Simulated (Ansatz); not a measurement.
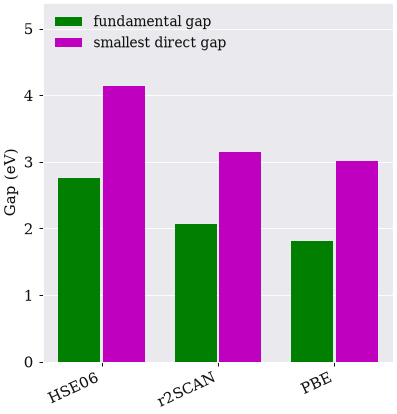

Gaps of SiC$_{3}$, space group R3m, 4 atoms in the cell, biaxial (xy) strain +3.0%, at several levels of theory on one cell (Ansatz, plane waves and PAW; edges over the mesh and the special points).

Question: How does the gap depend on the level, and does its kind change?

Answer: In rising order: PBE 1.81 eV, r2SCAN 2.06 eV and HSE06 2.75 eV. It is indirect at every level.
